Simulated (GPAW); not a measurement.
**BN (Qingsongite, F-43m): the N K absorption edge**

How does the N K edge of BN (Qingsongite, F-43m) move when the bonds are compressed or stretched?

Method: X-ray absorption from dipole matrix elements to empty bands, plane-wave PAW LDA, in GPAW 26.7.0.

**1. The structure**

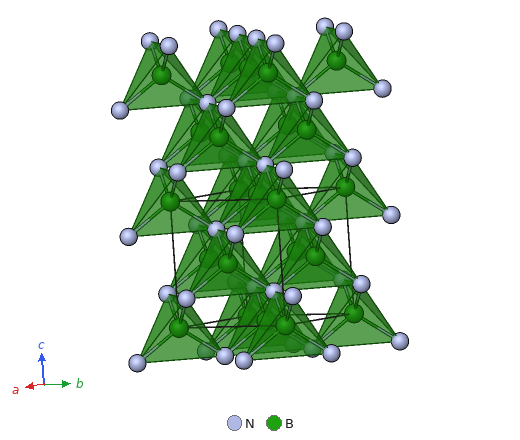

The starting structure, seen slightly off an axis (nitrogen light blue, boron green). 1×1×2 cells are drawn. This picture shows the conventional cell, with its axes. Some periodic images of atoms are drawn too.

As a file:

```cif
data_structure
_symmetry_space_group_name_H-M 'F-43m'
_symmetry_Int_Tables_number 216
_cell_length_a 3.6150
_cell_length_b 3.6150
_cell_length_c 3.6150
_cell_angle_alpha 90.000
_cell_angle_beta 90.000
_cell_angle_gamma 90.000
_cell_volume 47.24
loop_
_atom_site_label
_atom_site_type_symbol
_atom_site_symmetry_multiplicity
_atom_site_Wyckoff_symbol
_atom_site_fract_x
_atom_site_fract_y
_atom_site_fract_z
_atom_site_occupancy
N1 N 4 c 0.25000 0.25000 0.25000 1
B1 B 4 a 0.00000 0.00000 0.00000 1
```

**2. The field without a hole**

The ground state comes first: it tells whether the system has a gap, which decides how the excited electron is treated.

scf.py

```python
import numpy as np
from ase import Atoms
from ase.parallel import parprint, paropen
from gpaw import GPAW, PW, FermiDirac, Mixer, MixerDif, setup_paths
from gpaw.test import gen
setup_paths.insert(0, '.')
gen('N', name='nch1s', xcname='LDA', corehole=(1, 0, 0), write_xml=True)
from gpaw.mpi import world
world.barrier()

atoms = Atoms('NB',
    cell=[[0, 1.8075, 1.8075],
     [1.8075, 0, 1.8075],
     [1.8075, 1.8075, 0]],
    scaled_positions=[[0.75, 0.75, 0.75],
     [0, 0, 0]],
    pbc=True)
atoms.calc = calc = GPAW(legacy_gpaw=True, mode=PW(500, force_complex_dtype=True), xc='LDA', setups={0: 'nch1s'},
    kpts={'size': (12, 12, 12), 'gamma': True}, occupations=FermiDirac(0.05),
    charge=0, mixer=Mixer(0.1, 5, 50), maxiter=150,
    convergence={'density': 0.0001, 'eigenstates': 1e-6}, txt='scf.txt')
energy = atoms.get_potential_energy() + calc.get_reference_energy()
ef = calc.get_fermi_level()
out = dict(energy=energy, fermi=ef, forces=atoms.get_forces().tolist())
parprint(f'all-electron energy {energy:.4f} eV, Fermi level {ef:.4f} eV')
ev = np.array([[calc.get_eigenvalues(k, s) for k in range(len(calc.get_ibz_k_points()))] for s in range(calc.get_number_of_spins())])
out['homo'], out['lumo'], out['counts'] = ev[ev < ef].max(), ev[ev > ef].min(), sorted(set((ev < ef).sum((0, 2)).tolist()))
out['filled'] = (ev[:, 0] < ef).sum(1).tolist()
import json
with paropen('out.json', 'w') as f:
    json.dump(out, f)
```

Command:

```console
$ OMP_NUM_THREADS=1 mpirun -n 4 gpaw python scf.py
```

Numbers of over 12 decimals in the logs are rounded to 6 here.

Output:

```text
Input parameters:
  convergence: {density: 0.0001,
                eigenstates: 1e-06}
  kpts: {gamma: True,
         size: (12, 12, 12)}
  maxiter: 150
  mixer: {backend: pulay,
          beta: 0.1,
          method: separate,
          nmaxold: 5,
          weight: 50}
  mode: {ecut: 500.0,
         force_complex_dtype: True,
         name: pw}
  occupations: {fixmagmom: False,
                name: fermi-dirac,
                width: 0.05}
  setups: {0: nch1s}

Initialize ...

[... PAW data sets ...]

Reference energy: -2133.488728  # eV

Spin-paired calculation

[... convergence settings ...]
Symmetries present (total): 24
  [... symmetry matrices ...]

1728 k-points: 12 x 12 x 12 Monkhorst-Pack grid + [1/24,1/24,1/24]
72 k-points in the irreducible part of the Brillouin zone
       k-points in crystal coordinates                weights
   0:    -0.00000000   -0.00000000   -0.00000000          1/1728
   1:     0.08333333    0.08333333   -0.00000000          6/1728
   2:     0.08333333    0.08333333    0.08333333          8/1728
   3:     0.16666667    0.08333333    0.08333333         12/1728
   4:     0.16666667    0.16666667   -0.00000000          6/1728
   5:     0.16666667    0.16666667    0.08333333         24/1728
   6:     0.16666667    0.16666667    0.16666667          8/1728
   7:     0.25000000    0.16666667    0.08333333         24/1728
   8:     0.25000000    0.16666667    0.16666667         24/1728
   9:     0.25000000    0.25000000   -0.00000000          6/1728
          ...
  71:     0.50000000    0.50000000    0.50000000          4/1728

Wave functions: Plane wave expansion
  Cutoff energy: 500.000 eV
  Number of coefficients (min, max): 284, 310
  Pulay-stress correction: 0.000000 eV/Ang^3 (de/decut=0.000000)
  Using FFTW library
  Wavefunction extrapolation:
    Improved wavefunction reuse through dual PAW basis

Occupation numbers: Fermi-Dirac:
  width: 0.0500  # eV

Eigensolver
   Davidson(niter=2)

Densities:
  Coarse grid: 14*14*14 grid
  Fine grid: 28*28*28 grid
  Total Charge: 0.000000

Density mixing:
  Method: separate
  Backend: pulay
  Linear mixing parameter: 0.1
  old densities: 5
  Width of damping distribution: 1.1
  Damping of long wavelength oscillations: 50

[... Hamiltonian set-up ...]
Number of atoms: 2
Number of atomic orbitals: 8
Number of bands in calculation: 8
Number of valence electrons: 8
Bands to converge: occupied

... initialized

Initializing position-dependent things.

Density initialized from atomic densities
Creating initial wave functions:
  8 bands from LCAO basis set

               N

       B

Atomic positions and initial magnetic moments

Positions:
   0 N      2.711250    2.711250    2.711250    ( 0.0000,  0.0000,  0.0000)
   1 B      0.000000    0.000000    0.000000    ( 0.0000,  0.0000,  0.0000)

Unit cell:
           periodic     x           y           z      points  spacing
  1. axis:    yes    0.000000    1.807500    1.807500    14     0.1491
  2. axis:    yes    1.807500    0.000000    1.807500    14     0.1491
  3. axis:    yes    1.807500    1.807500    0.000000    14     0.1491

  Lengths:   2.556191   2.556191   2.556191
  Angles:   60.000000  60.000000  60.000000

Effective grid spacing dv^(1/3) = 0.1627

iter:   1   -19.677448
iter:   2   -19.379583   -1.61  -0.77
iter:   3   -18.882647   -1.23  -0.85
iter:   4   -18.836184   -2.64  -1.22
iter:   5   -18.827953   -2.49  -1.49
iter:   6   -18.824669   -3.58  -1.96
iter:   7   -18.823951   -3.84  -2.37
iter:   8   -18.823914c  -5.42  -3.08
iter:   9   -18.823916c  -6.48c -3.62
iter:  10   -18.823913c  -6.39c -3.64
iter:  11   -18.823913c  -8.71c -4.64c

Converged after 11 iterations.

Dipole moment: (1.725237, 1.725237, 1.725237) |e|*Ang

Energy contributions relative to reference atoms: (reference = -2133.488728)

Kinetic:        +13.110990
Potential:      -11.764400
External:        +0.000000
XC:             -20.105017
Entropy (-ST):   -0.000000
Local:           -0.065486
SIC:             +0.000000
--------------------------
Free energy:    -18.823913
Extrapolated:   -18.823913

Showing only first 2 kpts
 Kpt  Band  Eigenvalues  Occupancy
  0     2      9.88584    2.00000
  0     3      9.88594    2.00000
  0     4     18.54357    0.00000
  0     5     18.54357    0.00000

  1     2      9.32078    2.00000
  1     3      9.32084    2.00000
  1     4     18.20123    0.00000
  1     5     19.29295    0.00000

Fermi level: 10.96027

Gap: 4.286 eV
Transition (v -> c):
  (s=0, k=0, n=3, [-0.00, -0.00, -0.00]) -> (s=0, k=65, n=4, [0.50, 0.50, -0.00])
Direct/indirect transitions are different
Direct gap: 8.658 eV
Transition at: (s=0, k=0, n=3, [-0.00, -0.00, -0.00])

Forces in eV/Ang:
  0 N    -0.00000    0.00000   -0.00000
  1 B     0.00000    0.00000    0.00000
Scalar-relativistic atomic LDA calculation for N (Nitrogen, Z=7)
Core hole in 1s state (1s occupation: 2.0)
300 radial gridpoints.
|------------------------------------------------|
|------------------------------------------------|
[... the atom generator's iteration count ...]

Energy contributions:
-------------------------
Kinetic:      +53.816217
XC:            -6.142385
Potential:   -101.727472
-------------------------
Total:        -54.053639

state      eigenvalue         ekin         rmax
-----------------------------------------------
1s^2.0 :   -14.019608    21.782698        0.149
2s^2.0 :    -0.676924     2.368146        1.016
2p^3.0 :    -0.265967     1.838177        0.965
-----------------------------------------------
(units: Bohr and Hartree)

Generating PAW setup
Kinetic energy of the core from tauc = 43.592016
Cutoffs:
rc(s)=1.140
rc(p)=1.000
rc(d)=1.090
rc(vbar)=1.120
rc(comp)=1.090
rc(nct)=1.140

Kinetic energy of the core states: 43.565395
Charge: 0.0
Core electrons: 2.0
Valence electrons: 5.0
Pseudo-core charge: 0.013034
Shape function alpha=8.417
Pseudo-electron charge 5.012684
state    eigenvalue         norm
--------------------------------
2s(2) :    -0.676924     1.071713
*s    :     0.323076
2p(3) :    -0.265967     0.952074
*p    :     0.734033
*d    :     0.000000
--------------------------------

Diagonalizing with gridspacing h=0.050

state   all-electron     PAW
-------------------------------
2s:      -0.676924    -0.677975
2p:      -0.265967    -0.268121
*d:                    0.048644
*f:                    0.076426
-------------------------------
all-electron energy -2152.3126 eV, Fermi level 10.9603 eV
```

Run time: 3.5 s. Hardware: 4 MPI ranks of Arm Neoverse V2, shared host; peak memory 0.15 GiB; 12 s of CPU time.

The mesh shows a gap of 4.29 eV, so the hole is first treated in a charged cell, without the excited electron.

**3. Reference energy of the supercell**

The photon energy needs a difference of total energies, so the cell and mesh of the coming hole run are first run without a hole.

Edit scf.py of step 2 so:

```diff
@@ -10,11 +10,25 @@
 
-atoms = Atoms('NB',
-    cell=[[0, 1.8075, 1.8075],
-     [1.8075, 0, 1.8075],
-     [1.8075, 1.8075, 0]],
-    scaled_positions=[[0.75, 0.75, 0.75],
-     [0, 0, 0]],
+atoms = Atoms('N8B8',
+    cell=[[0, 3.615, 3.615],
+     [3.615, 0, 3.615],
+     [3.615, 3.615, 0]],
+    scaled_positions=[[0.375, 0.375, 0.375],
+     [0.375, 0.375, 0.875],
+     [0.375, 0.875, 0.375],
+     [0.875, 0.375, 0.375],
+     [0.375, 0.875, 0.875],
+     [0.875, 0.375, 0.875],
+     [0.875, 0.875, 0.375],
+     [0.875, 0.875, 0.875],
+     [0, 0, 0],
+     [0, 0, 0.5],
+     [0, 0.5, 0],
+     [0.5, 0, 0],
+     [0, 0.5, 0.5],
+     [0.5, 0, 0.5],
+     [0.5, 0.5, 0],
+     [0.5, 0.5, 0.5]],
     pbc=True)
 atoms.calc = calc = GPAW(legacy_gpaw=True, mode=PW(500, force_complex_dtype=True), xc='LDA', setups={0: 'nch1s'},
-    kpts={'size': (12, 12, 12), 'gamma': True}, occupations=FermiDirac(0.05),
+    kpts={'size': (4, 4, 4), 'gamma': True}, occupations=FermiDirac(0.02),
     charge=0, mixer=Mixer(0.1, 5, 50), maxiter=150,
```

Output:

```text
Input parameters:
  convergence: {density: 0.0001,
                eigenstates: 1e-06}
  kpts: {gamma: True,
         size: (4, 4, 4)}
  maxiter: 150
  mixer: {backend: pulay,
          beta: 0.1,
          method: separate,
          nmaxold: 5,
          weight: 50}
  mode: {ecut: 500.0,
         force_complex_dtype: True,
         name: pw}
  occupations: {fixmagmom: False,
                name: fermi-dirac,
[...]
2s(2) :    -0.676924     1.071713
*s    :     0.323076
2p(3) :    -0.265967     0.952074
*p    :     0.734033
*d    :     0.000000
--------------------------------

Diagonalizing with gridspacing h=0.050

state   all-electron     PAW
-------------------------------
2s:      -0.676924    -0.677975
2p:      -0.265967    -0.268121
*d:                    0.048644
*f:                    0.076426
-------------------------------
all-electron energy -17218.5593 eV, Fermi level 10.9601 eV
[key lines of the parts left out:]
Converged after 12 iterations.
Dipole moment: (13.800705, 13.800705, 13.800705) |e|*Ang
Free energy:   -150.649507
Fermi level: 10.96009
```

Run time: 13 s. Hardware: 4 MPI ranks; peak memory 0.25 GiB.

Reference energy: -17218.559 eV with the cores included.

(Continued in part 2 of 3.)

[Banner, clock and machine lines of the logs are left out without a mark of their own.]

[Logs are printed without paths, hosts, clocks, repeated set-up lines and the standing remarks that a program may print on its own settings, such as how far it seeks lower states.]

[Hosts, paths, dates, database ids (printed as entryN), source tags and the programs' standing remarks are cut or masked in the printed files.]

[Lists of maxima count a maximum above −3 eV only where it reaches 4 % of the highest in the window and stands out from its surroundings by 2 % of it (1.5 % where it reaches 55 %); shoulders and weaker maxima are passed over, and of the rest the first, up to two pre-edge ones and the few strongest are named.]
